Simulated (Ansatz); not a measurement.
**Run report: Al, single-point calculation**

System: Al (16 atoms in the cell).
Method: DFT PBE, scalar-relativistic, plane waves, PAW, no spin polarisation (Ansatz 0.2.0).

The structure derives from a Materials Project entry. It belongs to a series of runs on one base structure; here: the perfect crystal in a cell of 16 atoms.

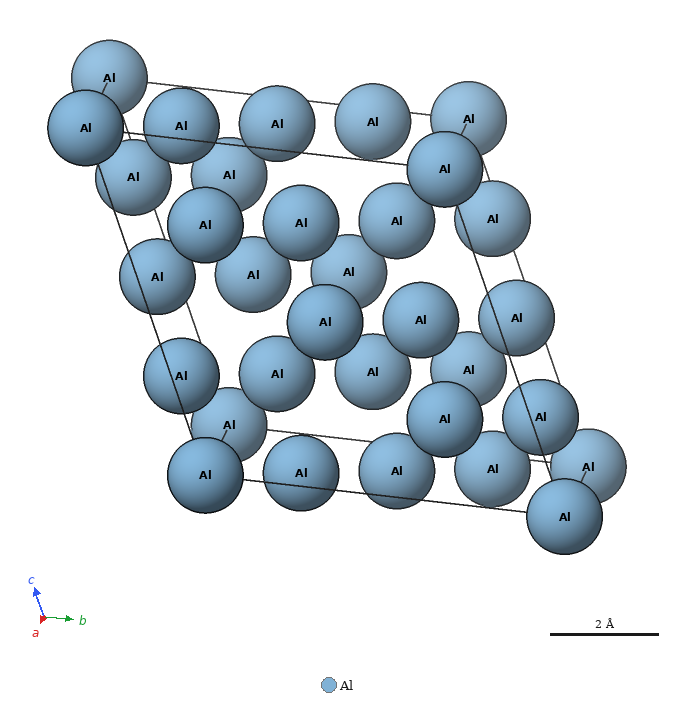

The input geometry (spheres-only view of the cell of the calculation, seen at an oblique angle).

The input:
```yaml
crystal:
  lattice:
    - [4.0416208963, 4.0416208963, -4.0416208963]
    - [-4.0416208963, -4.0416208963, -4.0416208963]
    - [-4.0416208963, 4.0416208963, 4.0416208963]
  atoms:
    - { symbol: Al, position: [0.25, 0.75, 0.0] }
    - { symbol: Al, position: [0.5, 0.5, 0.0] }
    - { symbol: Al, position: [0.75, 0.25, 0.0] }
    - { symbol: Al, position: [0.75, 0.75, 0.5] }
    - { symbol: Al, position: [0.0, 0.75, 0.25] }
    - { symbol: Al, position: [0.25, 0.5, 0.25] }
    - { symbol: Al, position: [0.5, 0.25, 0.25] }
    - { symbol: Al, position: [0.75, 0.0, 0.25] }
    - { symbol: Al, position: [0.0, 0.0, 0.0] }
    - { symbol: Al, position: [0.5, 0.75, 0.75] }
    - { symbol: Al, position: [0.75, 0.5, 0.75] }
    - { symbol: Al, position: [0.0, 0.5, 0.5] }
    - { symbol: Al, position: [0.25, 0.25, 0.5] }
    - { symbol: Al, position: [0.5, 0.0, 0.5] }
    - { symbol: Al, position: [0.0, 0.25, 0.75] }
    - { symbol: Al, position: [0.25, 0.0, 0.75] }
basis:
  ecutwfc: 420
  xc_grid: 2
kpoints:
  mp_grid: { grid: [5, 5, 5], shift: [0.0, 0.0, 0.0] }
hamiltonian:
  xc: pbe
scf:
  occupations: { method: gaussian, width: 0.1 }
output:
  forces: true
  stress: true
  eigenvalues: true
  write_density: true
  write_potential: true
  elf: true
  volumetric_format: npy
```

Run on 4 threads of Intel Xeon (Granite Rapids), 32 GiB of memory available, shared host.

Launched with:
```bash
ansatz run input.yaml --threads 4 --pin off --max-ram 8192MiB --backend cpu --events-out ev --progress --plain --runs-dir out
```

Output:
```
Engine: ansatz 0.2.0, x86_64-unknown-linux-gnu
Pseudopotentials: kind: paw
Pseudopotential: Al, paw, valence charge 3, recommended cutoff 420 eV (normal), Al.paw.azcp
Functional definition: PBE
  parameter kappa = 0.804
  parameter beta = 0.06672455060314922
  exchange = pbe_x(kappa = kappa, mu = beta*pi^2/3)
  correlation = pbe_c(beta = beta)
Crystal: 16 atoms, lattice volume = 264.075 Å³
Basis set: ecut = 420 eV, 5233 PW (Γ), exchange–correlation on 96×96×96 points (8 copies of the dense FFT grid, shifted against one another)
Bands: 40, of which v1, the nominal top of the filled ones, is band 24 counted from 1 (23 counted from 0)
Symmetry: 768 space group operations
Space group: Fm-3m (ITA 225), of the structure as read, at distance tolerance 6.4e-5 Å
k-points: 10 of 125
Non-local potential: Al, projectors of the file, l = 0: 2, l = 1: 2, l = 2: 1
PAW form: soft (Blöchl's): semilocal exchange-correlation on the pseudo side does not see the compensation charge
PAW one-centre angular grid: Al, 110 points (default); XC on 64 Gauss nodes
Initial density: superposition of atomic densities (neutral atoms: chi_scale 0, normalization atom), corrected by the library's trained network
Initial wavefunctions: pseudopotential atomic-orbital guess
Functional: x = pbe(κ = 0.804, μ = 0.2195149727645171), c = pbe(β = 0.06672455060314922)
SCF iter   1: F=—  HF=-8600.094238 eV  |F-HF|=—  |Δ(HF+E_count)|=         —  Δρ=5.04e-4  dr2=2.33e-4  ethr=1.77e-3  ⟨swp⟩=7.4  Hψ=1861  notcnv=0  defer=2
preconditioner: auto → Kerker (q_TF=auto, 2.053 Å⁻¹)  [metal: Δε(μ)=0.040 eV  Ē_g=6.752 eV  σ=0.100 eV  W_gap=0.22  n_scr=42 (ndim 8)  ℏωp=15.8 eV  f_vac=0.000  D(μ)=7.56/eV (n_scr^D=54)]
SCF iter   2: F=—  HF=-8600.095679 eV  |F-HF|=—  |Δ(HF+E_count)|=   1.44e-3  Δρ=2.82e-4  dr2=7.76e-5  ethr=4.86e-7  ⟨swp⟩=2.1  Hψ=694  notcnv=0  defer=4
SCF iter   3: F=—  HF=-8600.096480 eV  |F-HF|=—  |Δ(HF+E_count)|=   8.01e-4  Δρ=3.19e-5  dr2=1.83e-6  ethr=1.62e-7  ⟨swp⟩=2.0  Hψ=537  notcnv=0  defer=4
SCF iter   4: F=—  HF=-8600.096480 eV  |F-HF|=—  |Δ(HF+E_count)|=   2.31e-7  Δρ=8.89e-6  dr2=1.60e-7  ethr=3.81e-9  ⟨swp⟩=1.0  Hψ=316  notcnv=0  defer=4
iter 5 did not close the SCF: its close was put off for the readings that it lacked (scf_convergence_deferred on its scf_iter line)
SCF iter   5: F=-8600.096480 eV  HF=-8600.096480 eV  |F-HF|=2.00e-10  |Δ(HF+E_count)|=   1.30e-8  Δρ=8.70e-7  dr2=1.07e-9  ethr=3.34e-10  ⟨swp⟩=1.0  Hψ=316  notcnv=0  defer=4
SCF iter   6: F=-8600.096480 eV  HF=-8600.096480 eV  |F-HF|=5.46e-12  |Δ(HF+E_count)|=  2.91e-10  Δρ=7.83e-8  dr2=1.35e-11  ethr=2.22e-12  ⟨swp⟩=9.8  Hψ=2238  notcnv=0
SCF 1 converged in 6 iterations: F = -8600.096480 eV  dr2 = 1.35e-11
  greatest PAW one-centre occupation: 0.445 electrons in one spin orbital (limit 2), on the Al atom at site 15 (counted from 0), in its partial waves of l = 0
```

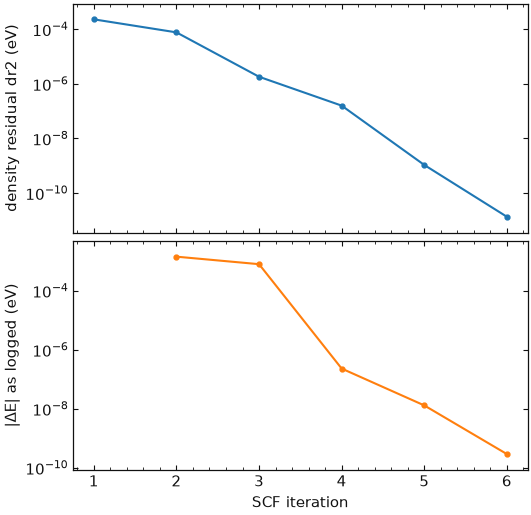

Convergence of the self-consistent field: density residual dr2 and size of the energy change against the SCF iteration. The residual falls at every step.

```
SCF converged after 6 iterations
Free energy (F): -8600.096480 eV
Harris-Foulkes:  -8600.096480 eV  (|F-HF|=5.46e-12)
Internal energy: -8600.058704 eV  (E = F + TS)
E sigma→0 (E₀):  -8600.077592 eV
Entropy (-TS):   -0.037776 eV (-2.361 meV/atom)
Fermi energy:    7.979907 eV
--- Per-component energies (eV) ---
  E_band       = 168.978063
  E_kinetic    = 364.258582
  E_local      = 158.419315  (includes V_loc(G=0)·N_el)
  E_nonlocal   = 164.683914
  E_hartree    = 1.681395
  E_xc         = -635.632745
  E_vxc        = -463.240970  (∫ρ·V_xc dr)
  E_paw        = -7477.340026  (= ΣΔE_a)
  E_vpaw       = -58.505528  (= ΣTr[D̂ρ^β])
  E_aug_tail   = -0.000036  (compensation charges beyond the density's cutoff)
  E_ewald      = -1176.129105
  E_smearing   = -0.037776  (= −TS)
  E_closure    = 0.000000  (closes the sum)
  Σ components = -8600.096480   (vs F -8600.096480, Δ=0.00e0)
--- Forces (eV/Å), atoms counted from 1 ---
  atom   1  Al    -0.00000000    -0.00000000     0.00000000
  atom   2  Al    -0.00000000    -0.00000000     0.00000000
  atom   3  Al     0.00000000     0.00000000     0.00000000
  atom   4  Al    -0.00000000    -0.00000000     0.00000000
  atom   5  Al    -0.00000000    -0.00000000     0.00000000
  atom   6  Al     0.00000000    -0.00000000     0.00000000
  atom   7  Al    -0.00000000    -0.00000000     0.00000000
  atom   8  Al    -0.00000000    -0.00000000    -0.00000000
  atom   9  Al    -0.00000000    -0.00000000     0.00000000
  atom  10  Al    -0.00000000    -0.00000000    -0.00000000
  atom  11  Al    -0.00000000    -0.00000000    -0.00000000
  atom  12  Al    -0.00000000    -0.00000000    -0.00000000
  atom  13  Al     0.00000000    -0.00000000    -0.00000000
  atom  14  Al     0.00000000    -0.00000000    -0.00000000
  atom  15  Al     0.00000000    -0.00000000     0.00000000
  atom  16  Al     0.00000000    -0.00000000    -0.00000000
  max |Σ_I F_I| component: 1.32e-27 eV/Å
--- Stress (GPa, compression-positive) ---
       -0.234814       0.000000      -0.000000
       -0.000000      -0.234814      -0.000000
        0.000000      -0.000000      -0.234814
  P = ⅓ Tr σ = -0.2348 GPa (-2.348 kbar)
--- Band table (eV; the first three rows and the last of 10) ---
  k-point 0: bands = ["-3.1837", "1.2742", "1.2742", "1.2742", "1.2742", "1.2742", "1.2742", "1.2742", "1.2742", "1.2742", "1.2742", "1.2742", "1.2742", "5.0237", "5.0237", "5.0237", "6.3373", "6.3373", "6.3373", "9.1755", "9.1755", "9.1755", "9.1755", "9.1755", "9.1755", "9.1755", "9.1755", "9.1755", "9.1755", "9.1755", "9.1755", "10.6909", "10.6909", "10.6909", "10.6909", "10.6909", "10.6909", "10.6909", "10.6909", "10.6909"]
  k-point 1: bands = ["-3.0026", "-0.3144", "0.5704", "0.5704", "0.5704", "0.5704", "1.4490", "1.4490", "2.3227", "2.3227", "2.3227", "2.3227", "3.1900", "3.9980", "3.9980", "5.1892", "6.5117", "7.4037", "7.4037", "7.4037", "7.4037", "7.6781", "7.6890", "7.6890", "9.0844", "9.0844", "9.0844", "9.0844", "9.1697", "9.3421", "9.3421", "10.7007", "10.8456", "10.8456", "11.0069", "11.1061", "11.1061", "11.1061", "11.1061", "11.8388"]
  k-point 2: bands = ["-2.4609", "-1.5626", "0.2171", "0.2171", "0.2171", "0.2171", "1.9711", "1.9711", "2.8318", "2.8318", "3.7029", "3.7029", "3.7029", "3.7029", "5.4074", "5.4291", "5.4291", "5.4291", "5.4291", "5.6860", "6.5153", "6.9906", "7.9721", "8.0255", "8.8091", "8.8091", "8.8091", "8.8091", "9.8162", "9.8162", "9.8421", "9.8421", "10.6751", "10.6751", "11.2474", "11.2474", "12.1508", "12.1508", "12.3406", "12.3406"]
  k-point 9: bands = ["-1.7417", "-0.8481", "-0.8481", "-0.8481", "-0.8481", "0.0394", "2.6703", "2.6703", "2.6703", "2.6703", "4.4149", "4.4149", "4.4149", "4.4149", "6.0296", "6.0296", "6.0296", "6.0296", "6.3494", "6.3494", "7.1797", "7.1797", "7.1797", "7.1797", "7.6737", "7.6737", "8.0109", "8.0109", "8.5560", "8.5560", "8.5560", "8.5560", "9.6365", "9.6365", "9.9057", "9.9057", "9.9057", "9.9057", "13.8128", "13.8368"]
```

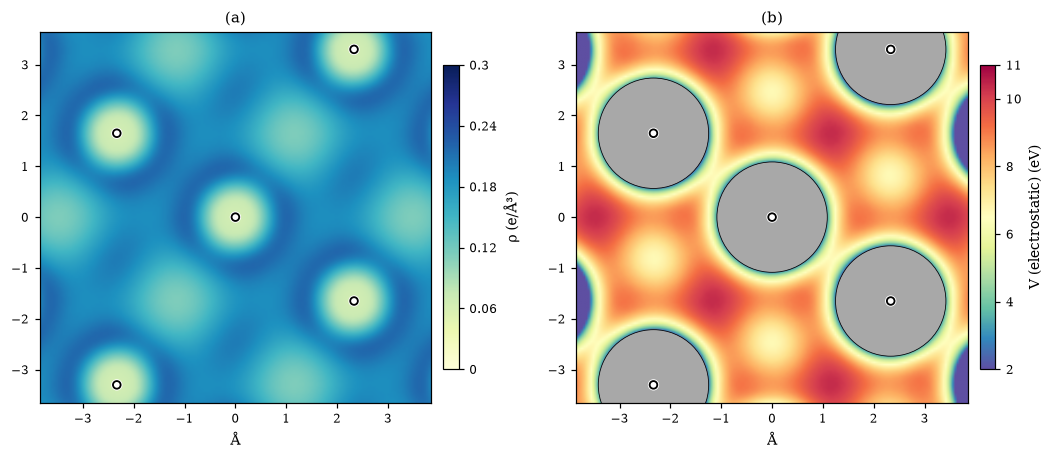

(a) valence charge density (pseudo); (b) electrostatic potential energy of an electron on the (100) plane of the calculation cell. Circles mark the nuclei in the plane (Al). Grey discs, where drawn, cover atomic cores. Atoms in the plane: Al. Al–Al (2.86 Å): the density is about 0.2 e/Å³ at the midpoint. Away from the nuclei the density in this plane falls to 0.11 e/Å³ at its lowest. Outside the cores the potential energy rises away from the atoms and is highest about 2.0 Å from the nearest atoms; outside the discs it spans about 8 eV, and its zero is arbitrary. Core electrons are frozen (PAW), so the fields are smoothed inside the atomic spheres.

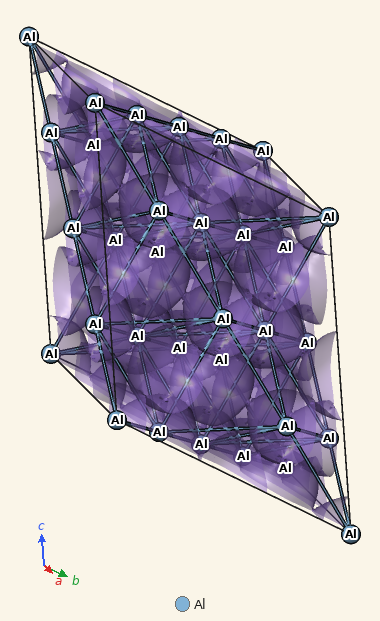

Isosurface of the electron localisation function at 0.5 (purple), seen slightly off an axis. Core shells and regions of very low density are left out. Sticks mark near contacts. The outline is the calculation cell. Values along the shortest contacts: Al–Al (2.86 Å): the ELF peaks at about 0.65 between the atoms.

Summary:

| quantity | value |
| --- | --- |
| outcome | converged |
| space group (tolerance 0.01 Å) | Fm-3m (225) |
| electrons treated | 48 |
| free energy | −8600.0965 eV |
| Fermi energy | 7.980 eV |
| gap on the k-point mesh | none (metallic) |
| pressure | −0.23 GPa |
| largest force (length of the vector) | under 0.001 eV/Å |
| wall time | 1.4 s (CPU time 4.7 s) |
| peak memory | 0.7 GiB |
